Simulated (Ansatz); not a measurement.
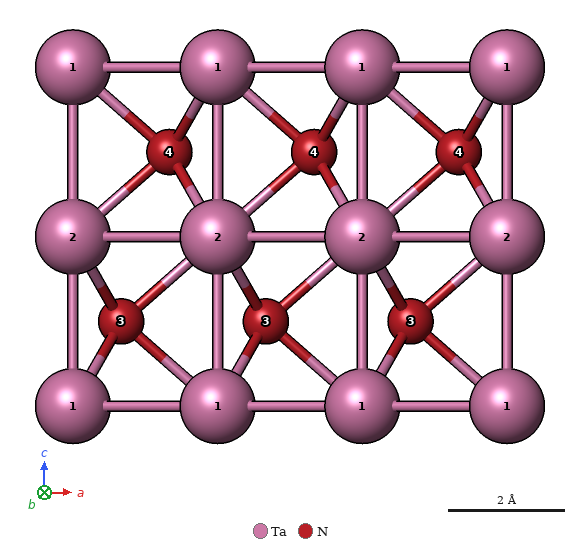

Crystalline TaN (set up in P6_3/mmc), before the relaxation. A ball-and-stick model of the cell of the calculation, repeated 3 × 1 × 1 with one cell outlined, seen along the b axis.

Case: relaxed at 18 GPa.

Method: DFT PBE, scalar-relativistic, plane waves, PAW (Ansatz 0.2.0).

Input file:
```yaml
crystal:
  lattice:
    - [2.8979928753, 0.0, 0.0]
    - [-1.4489964376, 2.50973545, 0.0]
    - [0.0, 0.0, 5.8749407349]
  atoms:
    - { symbol: Ta, position: [0.0, 0.0, 0.0] }
    - { symbol: Ta, position: [0.0, 0.0, 0.5] }
    - { symbol: "N", position: [0.3333333333, 0.6666666667, 0.25] }
    - { symbol: "N", position: [0.6666666667, 0.3333333333, 0.75] }
basis:
  ecutwfc: 420
kpoints:
  mp_grid: { grid: [18, 18, 8] }
hamiltonian:
  xc: pbe
scf:
  occupations: { method: fermi_dirac, width: 0.15 }
output:
  forces: true
  stress: true
  eigenvalues: true
  write_density: true
  write_potential: true
  elf: true
  volumetric_format: npy
relax:
  adjacent_minimum: "off"
  f_tol: 0.001
  max_steps: 60
  cell: { stress_tol: 0.02, p_target: 18.0 }
```

Launched with:
```bash
ansatz run input.yaml --threads 1 --pin off --max-ram 3072MiB --backend cpu --events-out ev --progress --plain --runs-dir out
```

### What does the optimiser find from here?

After 4 accepted moves (7 points after the start) the energy has risen by 23.7 meV per atom. With the target pressure of 18 GPa, the enthalpy E + pV changes by −10.8 meV per atom. All forces vanish by symmetry, so only the cell relaxes. The pressure goes from 7.00 to 18.00 GPa. The line search rejected the trial step at point 1 of the run. The SCF was repeated twice at an unchanged geometry on a basis and grid sized afresh for the cell, which shifted the energy by 0.8 meV per atom at most. No atom moves by more than 0.005 Å relative to the cell. Cell: a = b 2.898 → 2.868 Å (−1.0 %), c 5.875 → 5.828 Å (−0.8 %). Volume −2.9 %. Some distances before and after: Ta1–Ta1 2.898 → 2.868 Å, Ta1–Ta2 2.937 → 2.914 Å, Ta1–N3 2.226 → 2.205 Å. The space group stays P6_3/mmc (No. 194). Cost: 89 s on 1 thread of Intel(R) Xeon(R) Platinum 8259CL CPU @ 2.50GHz (Skylake/Cascade Lake), on a shared host, peak memory 0.48 GiB.

The end point in the same view:

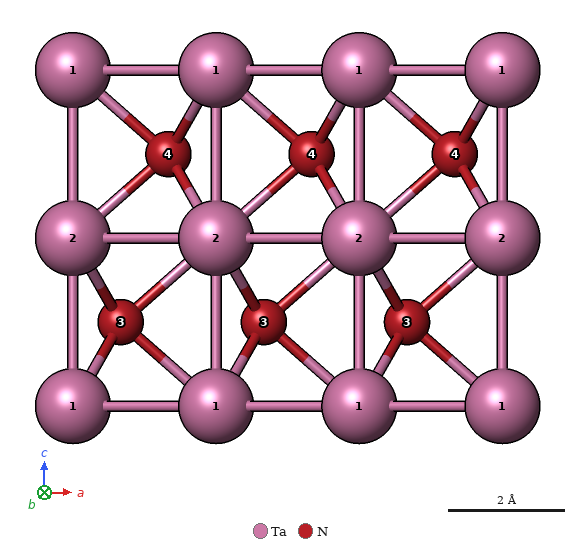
